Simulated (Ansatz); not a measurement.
# C$_{20}$H$_{3}$N: single-point calculation

- system: C$_{20}$H$_{3}$N (slab, 24 atoms in the cell)
- method: DFT PBE+D3(BJ), scalar-relativistic, plane waves, PAW, no spin polarisation (Ansatz 0.2.0)

The structure derives from an entry of the Crystallography Open Database. It belongs to a series of runs on one base structure; here: the whole at its places in the relaxed adsorbed structure.

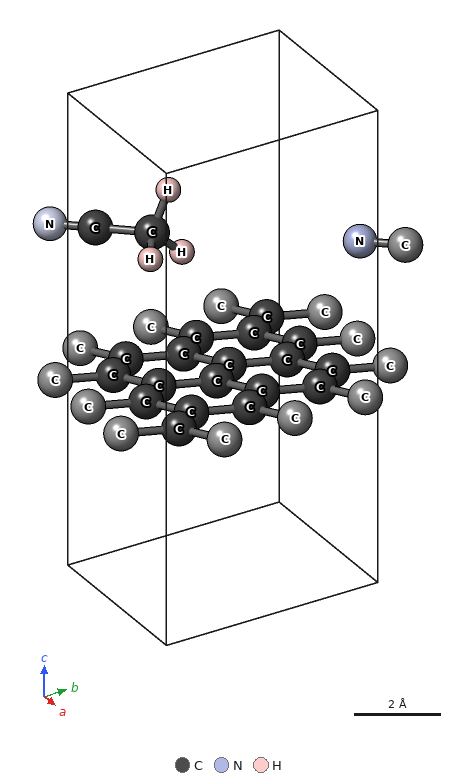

**Figure 1.** The structure (ball-and-stick view of the cell of the calculation, with the vacuum cut short, seen slightly off an axis; neighbours outside the cell are drawn fainter). Near neighbours in the crystal (not all of them lie inside the picture): C has 3 C at 1.42 to 1.43 Å; C has 1 C at 1.45 Å and 3 H at 1.10 Å; C has 1 C at 1.45 Å and 1 N at 1.16 Å; N has 1 C at 1.16 Å; H has 1 C at 1.10 Å.

### The input
```yaml
crystal:
  lattice:
    - [7.3951485247, 0.0, 0.0]
    - [-3.6975742623, 6.4043864871, 0.0]
    - [0.0, 0.0, 20.9919100066]
  atoms:
    - { symbol: C, position: [0.5555555556, 0.4444444444, 0.3810991948] }
    - { symbol: C, position: [0.556341102, 0.7783775239, 0.3812409419] }
    - { symbol: C, position: [0.5560610897, 0.1108570792, 0.3812410062] }
    - { symbol: C, position: [0.8895303385, 0.4449545505, 0.3812975891] }
    - { symbol: C, position: [0.8893278038, 0.7775867016, 0.3810493104] }
    - { symbol: C, position: [0.8887331907, 0.1109672308, 0.3809866276] }
    - { symbol: C, position: [0.2226581287, 0.4441889282, 0.3811740749] }
    - { symbol: C, position: [0.2221132498, 0.7777607509, 0.3812944432] }
    - { symbol: C, position: [0.2227899641, 0.1115459035, 0.3808706619] }
    - { symbol: C, position: [0.4445061151, 0.2223888716, 0.3809962063] }
    - { symbol: C, position: [0.4447735621, 0.5552657303, 0.3812012473] }
    - { symbol: C, position: [0.445282423, 0.8892401671, 0.3813186569] }
    - { symbol: C, position: [0.778083896, 0.2218263222, 0.3812248051] }
    - { symbol: C, position: [0.7786682581, 0.5560347763, 0.3812106424] }
    - { symbol: C, position: [0.7778775805, 0.8890787383, 0.3810126051] }
    - { symbol: C, position: [0.1118010109, 0.2225040865, 0.3809136328] }
    - { symbol: C, position: [0.1111412828, 0.555749554, 0.3813362779] }
    - { symbol: C, position: [0.1112501463, 0.8884584876, 0.3810455709] }
    - { symbol: C, position: [0.3073963522, 0.2551265068, 0.5430161861] }
    - { symbol: C, position: [0.0911220202, 0.0879875557, 0.540624183] }
    - { symbol: "N", position: [-0.0818455791, -0.0456767998, 0.5386758794] }
    - { symbol: H, position: [0.3520419949, 0.311545316, 0.5920643835] }
    - { symbol: H, position: [0.4106947837, 0.1990974742, 0.525592998] }
    - { symbol: H, position: [0.3298824357, 0.386311996, 0.5129456446] }
basis:
  ecutwfc: 420
kpoints:
  mp_grid: { grid: [3, 3, 1] }
hamiltonian:
  xc: pbe
  dispersion: d3bj
scf:
  occupations: { method: gaussian, width: 0.05 }
output:
  forces: true
  eigenvalues: true
  write_density: true
  volumetric_format: npy
efield:
  axis: 3
  dipole_correction: true
  ramp_width: 0.04
```

Run on 2 threads of Arm Neoverse V1, 24 GiB of memory available, shared host.

Launch command:
```bash
ansatz run input.yaml --threads 2 --pin off --max-ram 6144MiB --backend cpu --events-out ev --progress --plain --runs-dir out
```

### The program's output
```
Engine: ansatz 0.2.0, aarch64-unknown-linux-gnu
Pseudopotentials: kind: paw
Pseudopotential: C, paw, valence charge 4, recommended cutoff 420 eV (normal), C.paw.azcp
Pseudopotential: N, paw, valence charge 5, recommended cutoff 420 eV (normal), N.paw.azcp
Pseudopotential: H, paw, valence charge 1, recommended cutoff 420 eV (normal), H.paw.azcp
Functional definition: PBE
  parameter kappa = 0.804
  parameter beta = 0.06672455060314922
  exchange = pbe_x(kappa = kappa, mu = beta*pi^2/3)
  correlation = pbe_c(beta = beta)
Crystal: 24 atoms, lattice volume = 994.206 Å³
Basis set: ecut = 420 eV, 19463 PW (Γ), exchange–correlation on 100×100×288 points (8 copies of the dense FFT grid, shifted against one another)
Bands: 68, of which v1, the nominal top of the filled ones, is band 44 counted from 1 (43 counted from 0)
Symmetry: 1 space group operations
Space group: P1 (ITA 1), of the structure as read, at distance tolerance 1.0e-4 Å
k-points: 5 of 9 (time reversal used)
Non-local potential: C, projectors of the file, l = 0: 2, l = 1: 2, l = 2: 1
Non-local potential: N, projectors of the file, l = 0: 2, l = 1: 2, l = 2: 1
Non-local potential: H, projectors of the file, l = 0: 2, l = 1: 1
PAW form: soft (Blöchl's): semilocal exchange-correlation on the pseudo side does not see the compensation charge
PAW one-centre angular grid: C, 110 points (default); XC on 64 Gauss nodes
PAW one-centre angular grid: N, 110 points (default); XC on 64 Gauss nodes
PAW one-centre angular grid: H, 110 points (default); XC on 64 Gauss nodes
Initial density: superposition of atomic densities (neutral atoms: chi_scale 0, normalization atom), corrected by the library's trained network
Initial wavefunctions: pseudopotential atomic-orbital guess
Functional: x = pbe(κ = 0.804, μ = 0.2195149727645171), c = pbe(β = 0.06672455060314922)
SCF iter   1: F=—  HF=-5452.102969 eV  |F-HF|=—  |Δ(HF+E_count)|=         —  Δρ=2.43e-3  dr2=8.52e-2  ethr=1.77e-3  p=-0.069 e·Å  D=-1.25e-2 V/Å  ΔV_dip=0.26 eV  dr2_dipole=1.27e-3  V_vac-E_F(+/−)=4.63/4.36 eV  ⟨swp⟩=11.2  Hψ=2149  notcnv=0  defer=49
efield: sawtooth ramp at fractional position 0.9665 (placed from the atoms, in the widest stretch of the axis that holds none; the zero of the levels goes with the place), width 0.0400; the density the first Hamiltonian is built on has a dipole p = -0.069 e·Å; the dipole correction subtracts the counter field D = -1.25e-2 V/Å, which shifts the + side's vacuum level by +0.26 eV against the − side's; the planar-averaged density in the ramp window peaks in size at 1.3e-5 e/Å³
preconditioner: auto → LDOS  [insulator: Δε(μ)=0.072 eV  Ē_g=13.980 eV  σ=0.050 eV  W_gap=0.69  n_scr=108 (ndim 8)  ℏωp=11.0 eV  f_vac=0.731  D(μ)=5.34/eV (n_scr^D=12)  ε∞_Penn≈1.6  β→1.0]
SCF iter   2: F=—  HF=-5452.174375 eV  |F-HF|=—  |Δ(HF+E_count)|=   7.14e-2  Δρ=5.61e-3  dr2=3.97e-1  ethr=9.69e-5  p=0.023 e·Å  D=4.12e-3 V/Å  ΔV_dip=-0.09 eV  dr2_dipole=4.05e-5  V_vac-E_F(+/−)=4.18/4.26 eV  ⟨swp⟩=3.2  Hψ=719  notcnv=0  defer=86
SCF iter   3: F=—  HF=-5452.112474 eV  |F-HF|=—  |Δ(HF+E_count)|=   6.19e-2  Δρ=2.50e-3  dr2=8.06e-2  ethr=9.69e-5  p=0.014 e·Å  D=2.49e-3 V/Å  ΔV_dip=-0.05 eV  dr2_dipole=2.05e-6  V_vac-E_F(+/−)=4.21/4.26 eV  ⟨swp⟩=3.0  Hψ=569  notcnv=0  defer=86
SCF iter   4: F=—  HF=-5452.097664 eV  |F-HF|=—  |Δ(HF+E_count)|=   1.48e-2  Δρ=5.96e-4  dr2=4.53e-3  ethr=9.16e-5  p=0.013 e·Å  D=2.37e-3 V/Å  ΔV_dip=-0.05 eV  dr2_dipole=1.87e-6  V_vac-E_F(+/−)=4.21/4.26 eV  ⟨swp⟩=2.8  Hψ=658  notcnv=0  defer=77
SCF iter   5: F=—  HF=-5452.096930 eV  |F-HF|=—  |Δ(HF+E_count)|=   7.34e-4  Δρ=1.31e-4  dr2=3.33e-4  ethr=5.15e-6  p=0.014 e·Å  D=2.64e-3 V/Å  ΔV_dip=-0.06 eV  dr2_dipole=1.19e-7  V_vac-E_F(+/−)=4.20/4.25 eV  ⟨swp⟩=2.0  Hψ=493  notcnv=0  defer=77
SCF iter   6: F=—  HF=-5452.096933 eV  |F-HF|=—  |Δ(HF+E_count)|=   3.39e-6  Δρ=4.65e-5  dr2=4.53e-5  ethr=3.78e-7  p=0.015 e·Å  D=2.72e-3 V/Å  ΔV_dip=-0.06 eV  dr2_dipole=8.68e-9  V_vac-E_F(+/−)=4.19/4.25 eV  ⟨swp⟩=2.0  Hψ=400  notcnv=0  defer=77
SCF iter   7: F=—  HF=-5452.097148 eV  |F-HF|=—  |Δ(HF+E_count)|=   2.15e-4  Δρ=1.78e-5  dr2=5.77e-6  ethr=5.15e-8  p=0.015 e·Å  D=2.72e-3 V/Å  ΔV_dip=-0.06 eV  dr2_dipole=1.53e-8  V_vac-E_F(+/−)=4.19/4.25 eV  ⟨swp⟩=2.6  Hψ=520  notcnv=0  defer=77
SCF iter   8: F=—  HF=-5452.097151 eV  |F-HF|=—  |Δ(HF+E_count)|=   3.04e-6  Δρ=6.49e-6  dr2=6.24e-7  ethr=6.56e-9  p=0.015 e·Å  D=2.66e-3 V/Å  ΔV_dip=-0.06 eV  dr2_dipole=1.56e-9  V_vac-E_F(+/−)=4.19/4.25 eV  ⟨swp⟩=2.0  Hψ=408  notcnv=0  defer=77
SCF iter   9: F=-5452.097152 eV  HF=-5452.097152 eV  |F-HF|=2.42e-7  |Δ(HF+E_count)|=   1.12e-6  Δρ=2.68e-6  dr2=9.65e-8  ethr=1.14e-10  p=0.015 e·Å  D=2.68e-3 V/Å  ΔV_dip=-0.06 eV  dr2_dipole=5.91e-10  V_vac-E_F(+/−)=4.19/4.25 eV  ⟨swp⟩=26.6  Hψ=2894  notcnv=0
SCF 1 converged in 9 iterations: F = -5452.097152 eV  dr2 = 9.65e-8
  greatest PAW one-centre occupation: 0.841 electrons in one spin orbital (limit 2), on the N atom at site 20 (counted from 0), in its partial waves of l = 0
```

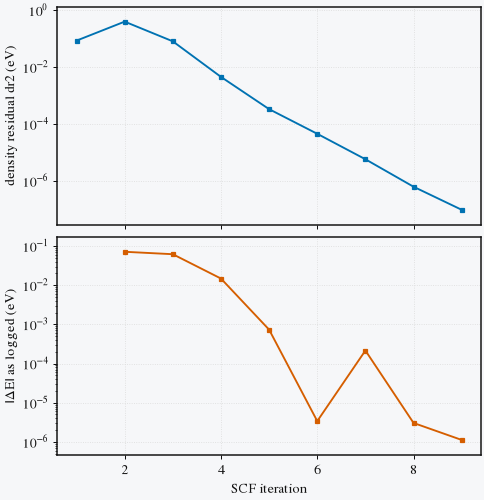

**Figure 2.** Convergence of the self-consistent field: density residual dr2 and size of the energy change against the SCF iteration. The residual comes down, with one marked jump up, by a factor of about 5, at step 2.

```
SCF converged after 9 iterations
Free energy (F): -5452.097152 eV
Harris-Foulkes:  -5452.097152 eV  (|F-HF|=2.42e-7)
Internal energy: -5452.089849 eV  (E = F + TS)
E sigma→0 (E₀):  -5452.093501 eV
Entropy (-TS):   -0.007303 eV (-0.304 meV/atom)
Fermi energy:    -2.095686 eV
Dipole field:    D = 0.002664 V/Å  (p = 0.014639 e·Å, saw-weighted, corrected)
Work function:   Φ+ = 4.1940 eV   Φ− = 4.2499 eV
Levels:          The Fermi level and band energies are counted from a zero that moves with the ramp; work functions are not
--- Per-component energies (eV) ---
  E_band       = -978.632733
  E_kinetic    = 1982.176800
  E_local      = -36983.930393  (includes V_loc(G=0)·N_el)
  E_nonlocal   = 599.294799
  E_hartree    = 17437.540315
  E_xc         = -1043.290534
  E_vxc        = -1294.217546  (∫ρ·V_xc dr)
  E_paw        = -2115.933321  (= ΣΔE_a)
  E_vpaw       = -157.427221  (= ΣTr[D̂ρ^β])
  E_aug_tail   = -0.003812  (compensation charges beyond the density's cutoff)
  E_efield     = 0.000020  (sawtooth field / dipole correction)
  E_vefield    = 0.375250  (∫n·V_field dr)
  E_ewald      = 14673.996556
  E_disp       = -1.940280  (pairwise vdW)
  E_smearing   = -0.007303  (= −TS)
  E_closure    = 0.000000  (closes the sum)
  Σ components = -5452.097152   (vs F -5452.097152, Δ=0.00e0)
--- Forces (eV/Å), atoms counted from 1 ---
  atom   1  C     -0.00086617    -0.00069927     0.00434162
  atom   2  C     -0.00267902     0.00169662     0.00004471
  atom   3  C      0.00291239     0.00192335     0.00022690
  atom   4  C     -0.00296010     0.00138075     0.00001979
  atom   5  C      0.00315468     0.00223790    -0.00067183
  atom   6  C      0.00074339    -0.00387660    -0.00113829
  atom   7  C      0.00144358     0.00217573    -0.00042193
  atom   8  C      0.00006245    -0.00386568     0.00018743
  atom   9  C     -0.00363098    -0.00025824    -0.00098405
  atom  10  C      0.00134303     0.00331317    -0.00102298
  atom  11  C     -0.00269152     0.00043026    -0.00066121
  atom  12  C      0.00343910    -0.00155487     0.00016938
  atom  13  C     -0.00314415    -0.00164140     0.00039079
  atom  14  C      0.00249813    -0.00122959    -0.00019249
  atom  15  C      0.00040008     0.00363664    -0.00080968
  atom  16  C      0.00139892    -0.00348746    -0.00148521
  atom  17  C     -0.00010180     0.00361193     0.00003348
  atom  18  C     -0.00437340    -0.00121509    -0.00055629
  atom  19  C      0.01190595     0.01061540     0.00672571
  atom  20  C     -0.01013870    -0.00736641     0.00265838
  atom  21  N      0.01388601     0.01391647     0.00239510
  atom  22  H     -0.00507353    -0.01170883    -0.02580601
  atom  23  H     -0.01660692     0.00841254     0.00703433
  atom  24  H      0.00922658    -0.01635315     0.00994883
  max |Σ_I F_I| component: 4.26e-4 eV/Å
--- Band table (eV; the first three rows and the last of 5) ---
  k-point 0: bands = ["-21.6242", "-20.3661", "-19.0805", "-19.0576", "-19.0397", "-19.0298", "-19.0210", "-19.0085", "-17.0561", "-14.7259", "-14.7237", "-14.6763", "-14.6742", "-12.6793", "-12.6574", "-11.7637", "-11.7587", "-11.7470", "-11.7436", "-11.7040", "-11.6977", "-10.5264", "-9.7934", "-9.1353", "-9.0819", "-7.9289", "-7.9155", "-7.8855", "-7.8781", "-7.8702", "-7.8635", "-6.8255", "-6.7503", "-6.7346", "-6.7264", "-6.7162", "-6.7062", "-6.4202", "-5.9105", "-5.8302", "-5.1419", "-5.1337", "-2.1362", "-2.1287", "-2.0629", "-2.0549", "0.9708", "1.5384", "1.7568", "1.7781", "2.2227", "2.7731", "2.7891", "2.8088", "2.8131", "2.8247", "2.8591", "2.9385", "3.3141", "3.9764", "4.2045", "4.2815", "4.4641", "4.6346", "4.7535", "4.8313", "4.9715", "5.0481"]
  k-point 1: bands = ["-21.3331", "-20.4685", "-20.3613", "-19.6209", "-19.5904", "-17.9447", "-17.9172", "-17.1386", "-17.0543", "-16.3680", "-16.3469", "-14.4790", "-13.9044", "-13.8815", "-13.0367", "-13.0077", "-11.2624", "-11.2458", "-10.5175", "-10.2868", "-10.2394", "-9.5061", "-9.1523", "-9.1265", "-9.1190", "-9.0397", "-8.8040", "-8.4573", "-8.3159", "-8.2597", "-8.2205", "-7.3613", "-7.3424", "-6.8685", "-6.4937", "-6.2536", "-5.9446", "-5.9298", "-5.7122", "-5.5251", "-5.4784", "-4.8699", "-3.9029", "-3.8868", "-0.3935", "-0.3776", "0.1226", "1.2046", "1.2277", "1.3777", "1.7827", "1.8559", "2.0365", "2.5857", "2.6562", "3.1709", "3.2593", "3.5958", "3.6601", "3.8786", "4.0016", "4.0431", "4.0810", "4.2643", "4.3768", "4.5150", "4.7328", "4.9043"]
  k-point 2: bands = ["-21.3331", "-20.4681", "-20.3618", "-19.6207", "-19.5905", "-17.9445", "-17.9173", "-17.1387", "-17.0544", "-16.3680", "-16.3467", "-14.4787", "-13.9046", "-13.8817", "-13.0369", "-13.0078", "-11.2624", "-11.2457", "-10.5169", "-10.2873", "-10.2399", "-9.5037", "-9.1423", "-9.1257", "-9.1202", "-9.0527", "-8.8034", "-8.4579", "-8.3241", "-8.2588", "-8.2202", "-7.3478", "-7.3360", "-6.8694", "-6.4989", "-6.2525", "-5.9524", "-5.9412", "-5.7134", "-5.5077", "-5.4739", "-4.8755", "-3.9000", "-3.8868", "-0.3948", "-0.3757", "0.1216", "1.1956", "1.2351", "1.3613", "1.7758", "1.8059", "2.0258", "2.5608", "2.6278", "3.1701", "3.2579", "3.6209", "3.6866", "3.8579", "4.0058", "4.0434", "4.0794", "4.1628", "4.3678", "4.6130", "4.7673", "4.8879"]
  k-point 4: bands = ["-21.3331", "-20.4694", "-20.3606", "-19.6205", "-19.5906", "-17.9447", "-17.9174", "-17.1367", "-17.0551", "-16.3679", "-16.3472", "-14.4807", "-13.9037", "-13.8812", "-13.0359", "-13.0072", "-11.2627", "-11.2464", "-10.5245", "-10.2847", "-10.2375", "-9.5110", "-9.1650", "-9.1271", "-9.1203", "-9.0268", "-8.8069", "-8.4548", "-8.2975", "-8.2620", "-8.2229", "-7.3822", "-7.3410", "-6.8650", "-6.4786", "-6.2580", "-5.9703", "-5.9112", "-5.7076", "-5.5200", "-5.4575", "-4.8737", "-3.8996", "-3.8863", "-0.3946", "-0.3779", "0.1181", "1.1935", "1.2304", "1.3467", "1.6740", "1.8089", "2.0630", "2.5891", "2.7215", "3.1673", "3.3086", "3.5127", "3.6352", "3.7822", "3.9645", "4.0459", "4.0852", "4.3096", "4.4300", "4.4718", "4.7699", "4.8549"]
```

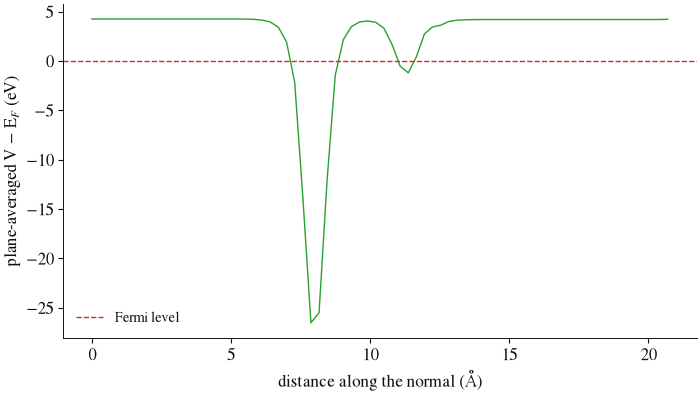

**Figure 3.** Plane average of the electrostatic potential energy of an electron across the cell, from the Fermi level. The vacuum level lies 4.19 eV above the Fermi level on the upper side and 4.25 eV on the lower.

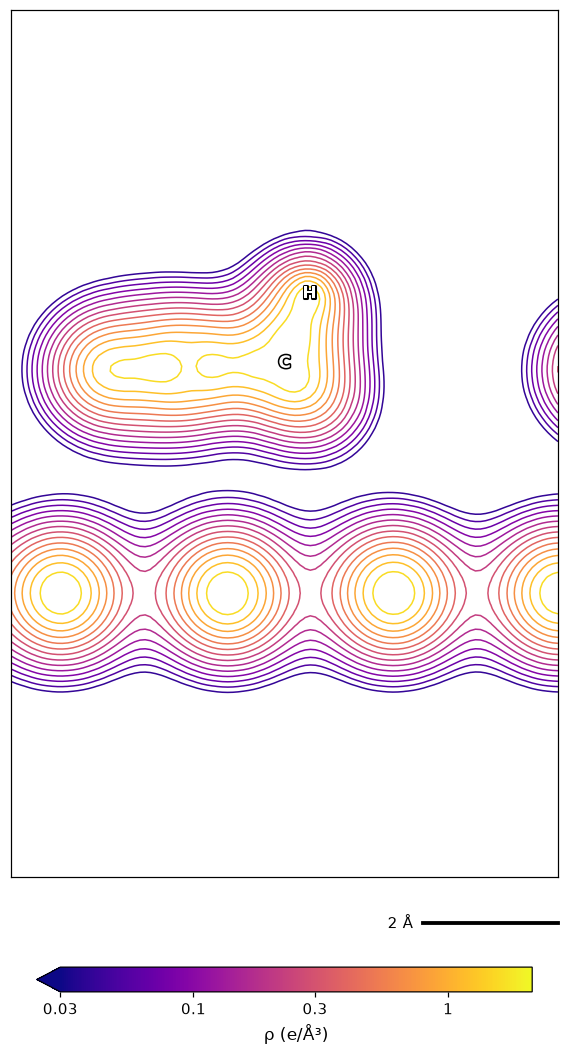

**Figure 4.** Valence electron density on the (11̄0) plane of the calculation cell, a cut from vacuum to vacuum. The section cuts through C and H sites. C–H (1.10 Å): ρ is about 1.9 e/Å³ halfway. The density dies away to nearly zero in the vacuum. The fields are those of the smooth PAW valence density.

### Key numbers

| quantity | value |
| --- | --- |
| outcome | converged |
| electrons treated | 88 |
| free energy | −5452.0972 eV |
| work function, top face | 4.19 eV |
| work function, bottom face | 4.25 eV |
| Fermi energy | −2.096 eV |
| gap on the k-point mesh | 0.07 eV |
| work function (upper face) | 4.19 eV |
| largest force (length of the vector) | 0.029 eV/Å |
| wall time | 25 s (CPU time 49 s) |
| peak memory | 1.1 GiB |
